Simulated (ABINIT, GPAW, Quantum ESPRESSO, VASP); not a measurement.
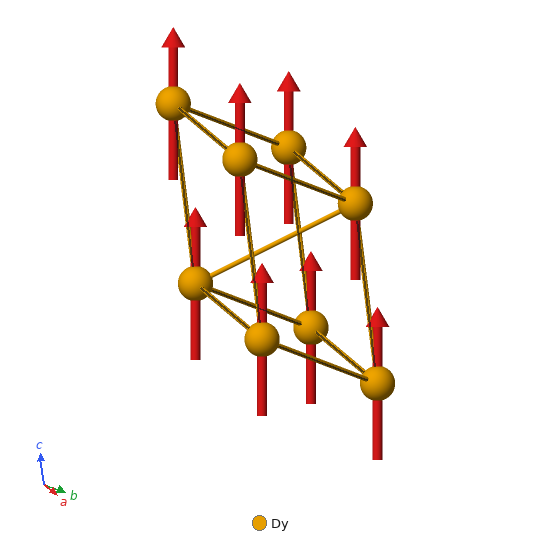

Dy, body-centred cubic (W type), space group Im-3m (No. 229), a = 4.001 Å, b = 4.001 Å, c = 4.001 Å, α = 90.00°, β = 90.00°, γ = 90.00°. The run's cell of 1 atom, with the site moments from Quantum ESPRESSO (SSSP 1.3 efficiency) as arrows (above 0.25 μB; red up, blue down). The cell is a structure listed in the Materials Project. This isn't the form of Dy at room conditions, which is hcp.

One fixed geometry in four programs or potential sets. Alike in all runs: functional PBE; k mesh 9 × 9 × 9 on the run's cell of 1 atom; occupations fermi-dirac, width 0.05 eV; collinear spin, ferromagnetic start; no spin-orbit coupling. All runs are metallic.

| program | pressure (GPa) | net moment (μB per cell of 1) |
| --- | --- | --- |
| Quantum ESPRESSO (SSSP 1.3 efficiency) | -0.7 | 4.41 |
| VASP (PBE potentials, release 64 Dy) | ? | ? |
| GPAW (PAW data 1.2.1) | 0.4 | 4.39 |
| ABINIT (JTH PAW PBE v2.0) | 1.5 | 4.75 |

**Estimate the row of VASP (PBE potentials, release 64 Dy).**

A pressure of 1.6 GPa and a moment of 4.47 μB. The other rows span -0.7 to 1.5 GPa and 4.39 to 4.75 μB.

**Is this cell larger or smaller than the equilibrium cell of this functional?**

The pressures reach from -0.7 to 1.6 GPa, across zero or close to it, so the programs don't settle the sign.

Plane-wave pressures hold the error of each finite cutoff. Each run keeps the magnetic state that it reached from a ferromagnetic start.

Notes on single rows: GPAW (PAW data 1.2.1): one-centre terms of the f shell are cut off.

Caveat: semilocal functionals without U treat localised f shells poorly, and where the shell is open runs can settle in different occupations.
